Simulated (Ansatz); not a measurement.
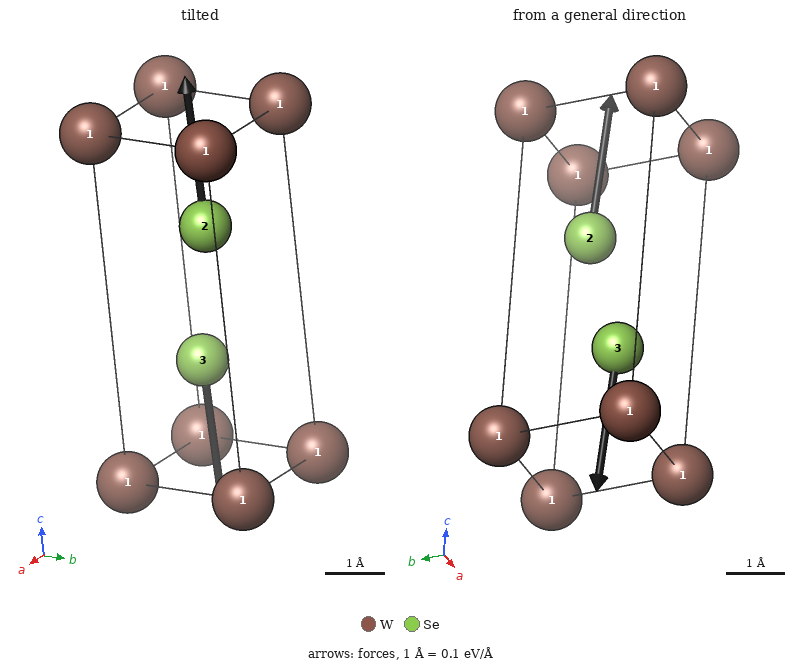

Spheres-only model, viewed slightly off an axis and from a general direction. The cell (the run's own, in a reduced setting) is outlined; an atom on or near a face, edge or corner is repeated at each equivalent position. The arrows are the computed forces on the atoms.

System: WSe2. Results below were computed with Ansatz 0.2.0, DFT, HSE06, plane waves, PAW; the settings were a kinetic-energy cutoff of 420 eV, k-points about 0.37 Å⁻¹ apart, Fermi-Dirac smearing of 0.02 eV, no spin polarisation.

Is the structure at rest?

Answer. No. The atoms still feel forces of up to about 0.22 eV/Å, far above a usual threshold of 0.01 to 0.03 eV/Å.

Where is the maximum force, and how large is it?

Answer. Se2 and Se3, about 0.22 eV/Å.

Starting structure: a structure type filled with these elements by a generator (whether the compound takes this form wasn't checked). Earlier steps of the study may have refined or changed the cell and positions. It was run through Ansatz as a DFT input.
